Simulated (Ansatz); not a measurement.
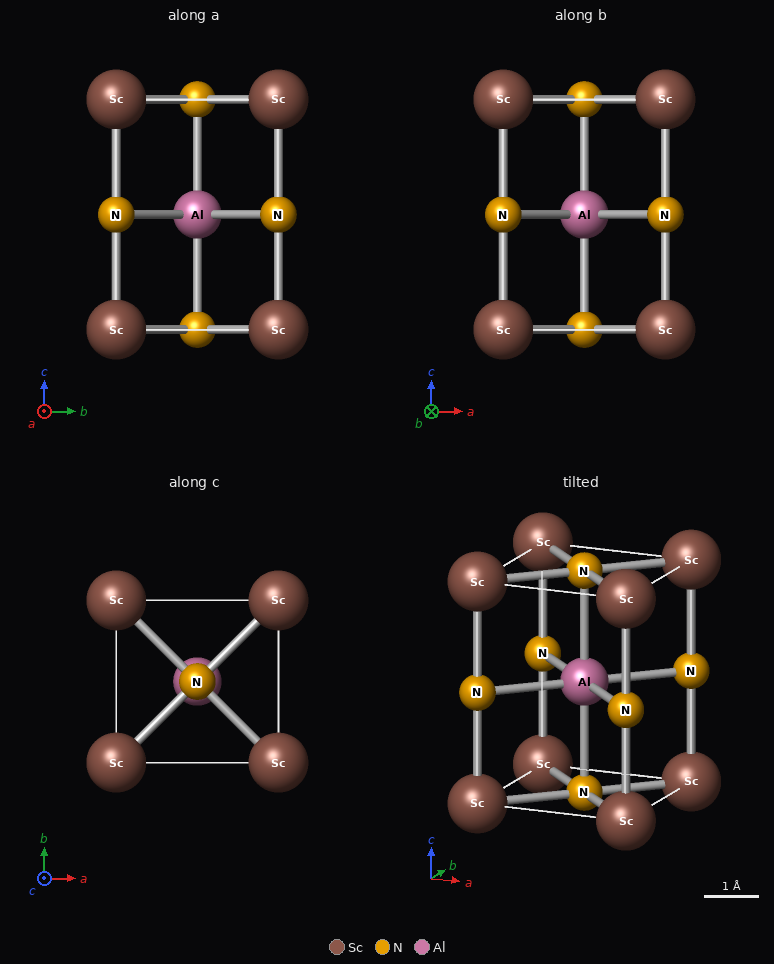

Crystal structure, ball-and-stick style, seen along the a axis, along the b axis, along the c axis and slightly off an axis. The outline marks the conventional unit cell.

Lattice parameters: a = 3.045 Å, b = 3.045 Å, c = 4.319 Å, α = 90.00°, β = 90.00°, γ = 90.00°.

Q: Convert the drawing into a table of Wyckoff sites.

A: Space group P4/mmm (No. 123).
| atom | site | x | y | z |
| --- | --- | --- | --- | --- |
| Sc | 1a | 0.0000 | 0.0000 | 0.0000 |
| N | 1b | 0.0000 | 0.0000 | 0.5000 |
| Al | 1d | 0.5000 | 0.5000 | 0.5000 |
| N | 1c | 0.5000 | 0.5000 | 0.0000 |

Provenance: a structure type filled with these elements by a generator (whether the compound takes this form wasn't checked). Earlier steps of the study may have refined or changed the cell and positions. Ansatz was used for an electronic-structure calculation on it.
